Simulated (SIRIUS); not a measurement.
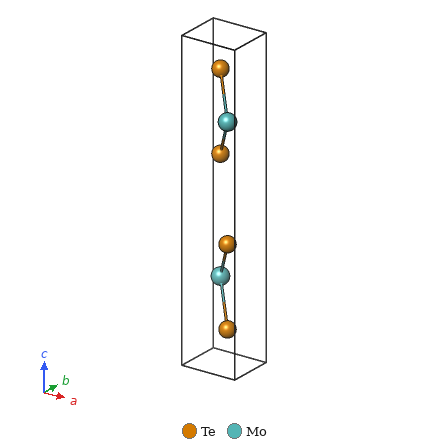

System: Te₂Mo, space group P6_3/mmc (No. 194). The picture shows the conventional cell.

Starting cell:
```
CELL_PARAMETERS angstrom
3.51820 0.00000 0.00000
-1.75910 3.04685 0.00000
0.00000 0.00000 13.97360
ATOMIC_POSITIONS crystal
Te 0.66667 0.33333 0.37900
Te 0.33333 0.66667 0.87900
Te 0.66667 0.33333 0.12100
Te 0.33333 0.66667 0.62100
Mo 0.66667 0.33333 0.75000
Mo 0.33333 0.66667 0.25000
```

Method: all-electron LAPW DFT, no spin polarisation; energies at scaled volumes of the given cell, shape and fractions fixed, counted from the fit's minimum, third-order Birch-Murnaghan fit (SIRIUS 7.12.0). Level: PBE.

k mesh 9×9×2; occupations Fermi–Dirac; smearing width 0.05 eV; potentials all electron FP LAPW; program settings basis apw+lo standard, gk cutoff 3.56 1/bohr, pw cutoff 20 1/bohr.

Predict the energy against volume. The volume takes the values 23.47, 23.97, 24.47, 24.96, 25.46, 25.96, 26.46 Å³/atom.

A third-order Birch–Murnaghan fit gives V0 = 25.70 Å³/atom, B0 = 93.1 GPa and B′ = 4.6. The energy is 66.95 meV/atom at volume 23.47 Å³/atom and 6.22 meV/atom at 26.46 Å³/atom; the lowest computed point is at volume 25.46 Å³/atom (0.64 meV/atom).

```csv
volume (Å³/atom),energy (meV/atom)
23.47,66.95
23.97,38.75
24.47,18.97
24.96,6.53
25.46,0.64
25.96,0.72
26.46,6.22
```

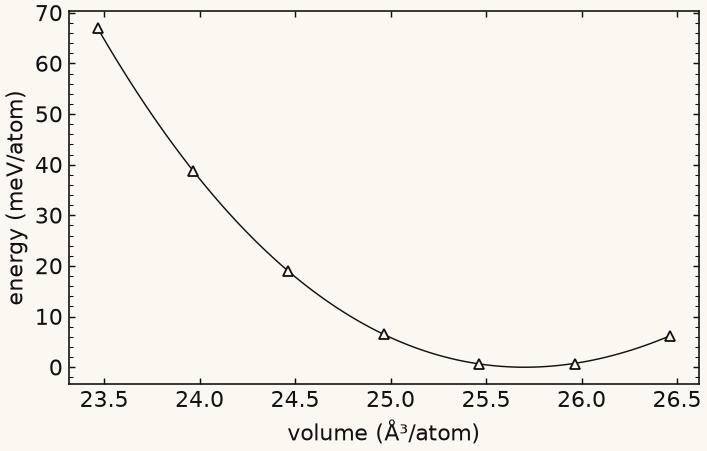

Keep in mind: shape and atomic fractions are frozen while scaling, which makes layered, chain and framework solids too stiff.
